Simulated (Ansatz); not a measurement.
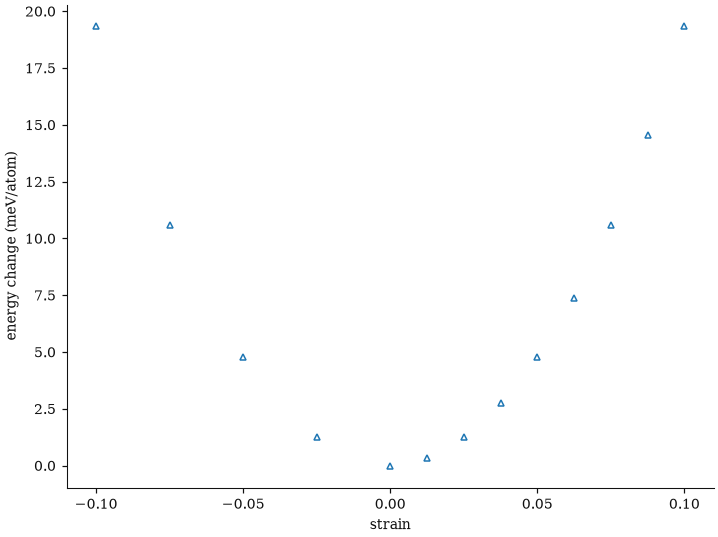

The picture above shows the energy change against strain.

Method: homogeneous strain of a crystal along one Voigt pattern with engineering shear, fractional coordinates fixed, by plane-wave density functional theory with PAW datasets, free energies less that of the undisturbed cell; scalar-relativistic (Ansatz 0.2.0). Level: r2SCAN, no spin polarisation.

**For which of these solids was it computed?**
A. Al, Fm-3m (No. 225), 16.6 Å³/atom, strain pattern [0, 0, 0, 0, 0, 1]
B. TiAl, Pm-3m (No. 221), 16.1 Å³/atom, strain pattern [0, 0, 0, 0, 0, 1]
C. GaN, P6_3mc (No. 186), 11.4 Å³/atom, strain pattern [1, 0, 0, 0, 0, 0]

A, Al: energy change from 0.00 meV/atom to 19.33 meV/atom. The others give: TiAl, energy change from 0.00 meV/atom to 1.54 meV/atom; GaN, energy change from 0.00 meV/atom to 62.97 meV/atom.

For Al, limits of the calculation: reference crystal is not relaxed.

For TiAl, limits of the calculation: reference crystal is not relaxed.
